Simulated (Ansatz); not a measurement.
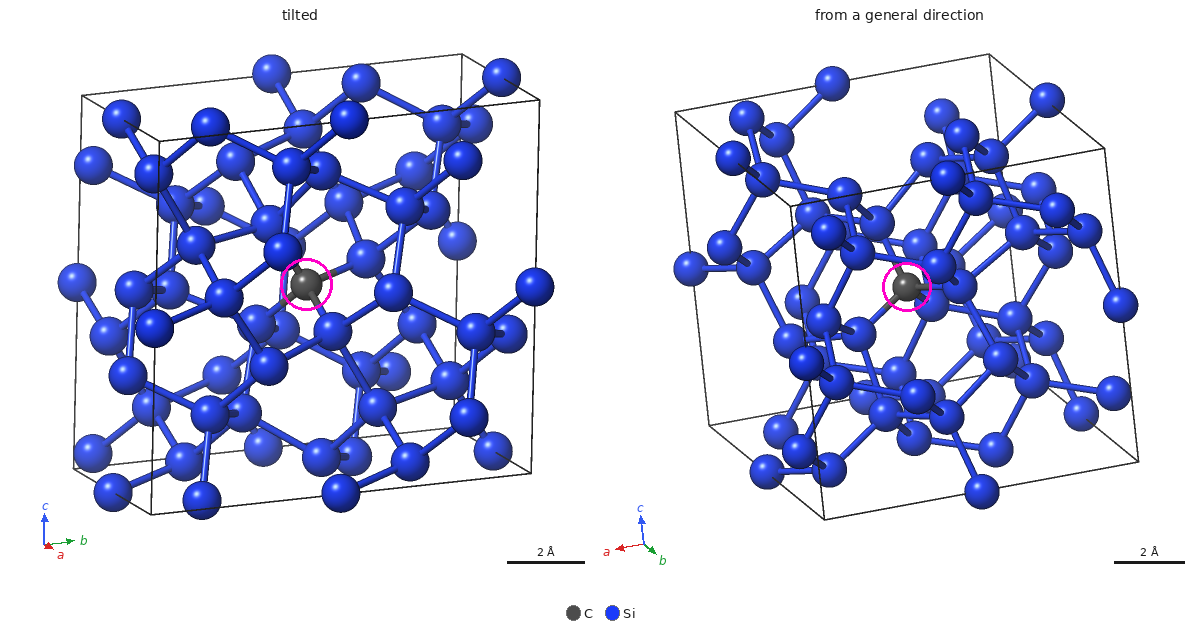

Crystal structure, ball-and-stick style, seen slightly off an axis and from a general direction. The parallelepiped is the supercell. The host is Si, in a cell of 48 sites, and the cell carries a charge of -1. A ring marks the defect's site.

**Spot the defect.**

Carbon on a silicon site (a substitutional impurity). It is bonded to four Si in a tetrahedral arrangement at about 2.0 Å.

The calculation used DFT PBE, scalar-relativistic, plane waves, PAW in Ansatz, with a cutoff energy of 420 eV, k-point mesh 2×2×2, Gaussian smearing of 0.02 eV, collinear spins.

**Is the defect magnetic?**

Yes, 0.1 μB in the cell.

The atoms were relaxed in the host's cell with DFT PBE, scalar-relativistic, plane waves, PAW in Ansatz 0.2.0.
